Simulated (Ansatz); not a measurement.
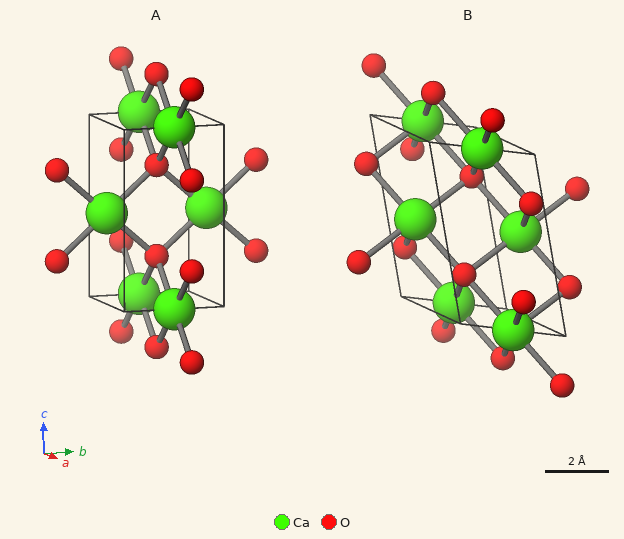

Two geometries of crystalline CaO (a generated structure, set up in C2/c), drawn at one scale. One is the start of a relaxation, the other its converged end. A ball-and-stick model of the cell of the calculation, seen slightly off an axis.

Level of theory: DFT PBE, scalar-relativistic, plane waves, PAW (Ansatz 0.2.0). Settings: plane-wave cutoff 420 eV; k-point mesh 8 × 8 × 6; occupations gaussian; smearing width 0.02 eV; no spin polarisation; cell and atoms relaxed; force threshold 0.01 eV/Å; at most 60 steps.

### Which one is relaxed?

Structure B is the relaxed one. Case: Cu → Ca on all its sites, cell and atoms relaxed. The largest moves relative to the cell, 0.85 Å, are those of O atoms. Ca stays in place. Cell: a = b 3.377 → 3.415 Å (+1.1 %), c 5.896 → 5.916 Å (+0.4 %), α 90.1° → 106.8°, β 90.1° → 106.8°, γ 89.8° → 60.0°. Volume −16.2 %. Near-neighbour distances that change, for instance: Ca–O 4.046 → 2.415 Å, Ca–Ca 4.766 → 3.416 Å, Ca–Ca 3.791 → 3.416 Å, Ca–O 2.241 → 2.415 Å. New bonds form: Ca–O (4.05 → 2.42 Å). Among the angles between lasting bonds that change: Ca–O–Ca 115.9° → 180.0°, Ca–O–Ca 115.7° → 90.0°, Ca–O–Ca 115.5° → 90.0°. Within 0.06 Å the space group is P4_2/mmc at the start and Fm-3m at the end; at a tighter tolerance small leftover displacements or strains of the cell lower it. After 18 accepted moves (22 points after the start) the energy has fallen by 524 meV per atom. Largest force component: 0.0044 eV/Å at the start, under 0.0001 eV/Å at the end. The pressure goes from 5.84 to 0.02 GPa. The line search rejected the trial step at point 14 of the run. At 3 points the geometry stayed and the basis and grid were re-selected for the new cell (energy shift of 56.7 meV per atom at most each time). The run took 92 s on 2 threads of Arm Neoverse V2, with other jobs on the host, peak memory 0.4 GiB.
